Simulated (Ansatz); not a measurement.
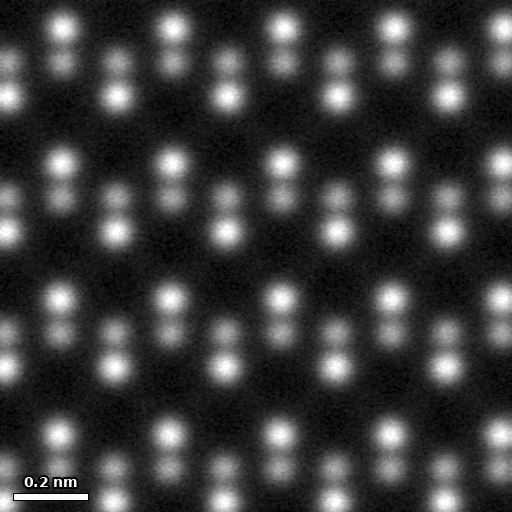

Z-contrast image of a crystal. Simulation: incoherent imaging, intensity Z^1.6 per atom, probe width 0.59 Å, thin sample. The probe carries 25 % of its weight in a tail 2.5 times as wide. The display is stretched by a gamma of 0.65; percentages refer to the linear signal. Shot noise and a slight drift were added.

Give the net of the columns and its spacings.

The pattern repeats on a rectangular net of 3.0 × 3.7 Å.

Which plane group does this projection have?

p2mg: mirror lines in one direction, glide lines across them, twofold points on the glide lines.

The crystal is Hf$_{3}$N (Pm-3n, No. 223) seen along [211]. Structure: the end point of a relaxation with Ansatz 0.2.0, DFT PBE, scalar-relativistic, plane waves, PAW; the starting structure was generated, so it need not be a known form of this composition.
